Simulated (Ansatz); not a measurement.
System: ScAl3.

Input

```
crystal:
  lattice:
    - [4.0712986163, 0.0, 0.0]
    - [0.0, 4.0712986163, 0.0]
    - [0.0, 0.0, 4.0712986163]
  atoms:
    - { symbol: Sc, position: [0.0115845156, -0.0115845156, 0.0] }
    - { symbol: Al, position: [0.5, 0.0, 0.5] }
    - { symbol: Al, position: [0.0, 0.5, 0.5] }
    - { symbol: Al, position: [0.5, 0.5, 0.0] }
basis:
  ecutwfc: 420
kpoints:
  mp_grid: { grid: [12, 12, 12] }
hamiltonian:
  xc: pbesol
scf:
  occupations: { method: gaussian, width: 0.15 }
output:
  forces: true
  stress: true
  eigenvalues: true
  write_density: true
  write_potential: true
  elf: true
  volumetric_format: npy
```

Launched as:

```sh
ansatz run input.yaml --threads 1 --pin off --max-ram 2560MiB --backend cpu --events-out ev --progress --plain --runs-dir out
```

Below, planes, directions and counts refer to the conventional cell (a = 4.07 Å, b = 5.76 Å, c = 5.76 Å, α = 90.00°, β = 90.00°, γ = 90.00°).

Space group Amm2; a structure from a database of computed crystals, not necessarily the ambient phase; changed on purpose from its base cell (atom 1 (Sc) moved +0.067 A along Cartesian [1 -1 0]); not relaxed (largest force 0.7 eV/Å).

The calculation used DFT PBEsol, scalar-relativistic, plane waves, PAW in Ansatz 0.2.0.

Q: Predict the valence pseudo-density and electron localisation function between the atoms.

A: Sc–Al (2.81 Å): ρ is about 0.19 e/Å³ halfway; the ELF peaks at about 0.60 in the valence shell of Al, 1.0 Å from its nucleus, and is about 0.30 at the midpoint: no shared electron pair shows on this line.
Al–Al (2.88 Å): the density is about 0.21 e/Å³ at the midpoint; the ELF peaks at about 0.70 between the atoms.
Sc–Al (2.88 Å): ρ is about 0.18 e/Å³ halfway; the ELF peaks at about 0.60 in the valence shell of Al, 1.0 Å from its nucleus, and is about 0.30 at the midpoint (no shared electron pair shows on this line).

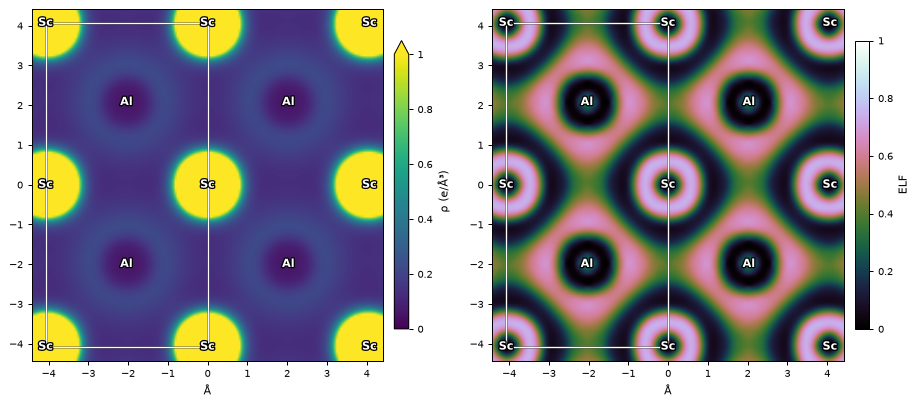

Computed valence pseudo-density and electron localisation function on the (011) plane of the conventional cell, in this order. 

Core electrons are frozen (PAW), and the valence fields are smoothed inside the atomic spheres.
